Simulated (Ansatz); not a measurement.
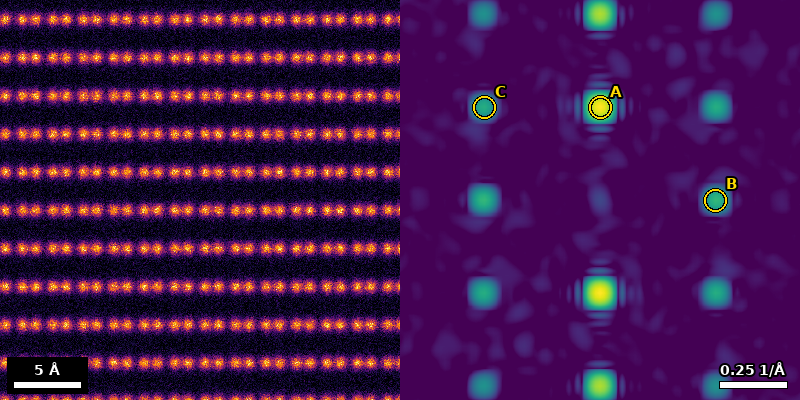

Z-contrast image of Sn (Cmce, No. 64) along [010]. Simulation: incoherent imaging, intensity Z^1.7 per atom, probe width 0.68 Å, thin sample. The probe carries 15 % of its weight in a tail 2.5 times as wide. The display is stretched by a gamma of 0.8; percentages refer to the linear signal. Shot noise was added. Model: coordinates from a relaxation with DFT r2SCAN, scalar-relativistic, plane waves, PAW in Ansatz 0.2.0; the starting structure was generated, so it need not be a known form of this composition.

The right panel is the modulus of the image's Fourier transform on a logarithmic scale.

a = 5.726 Å, b = 9.382 Å, c = 4.568 Å, α = 90.00°, β = 90.00°, γ = 90.00°

Index the marked spots and give their plane spacings (the zone axis points at the viewer; indices equivalent by symmetry, or all signs reversed, are as good).

A: (200), d = 2.86 Å; B: (002), d = 2.28 Å; C: (2 0 -2), d = 1.79 Å. A and B enclose 90°, and every spot obeys the zone law hu + kv + lw = 0 for [010].
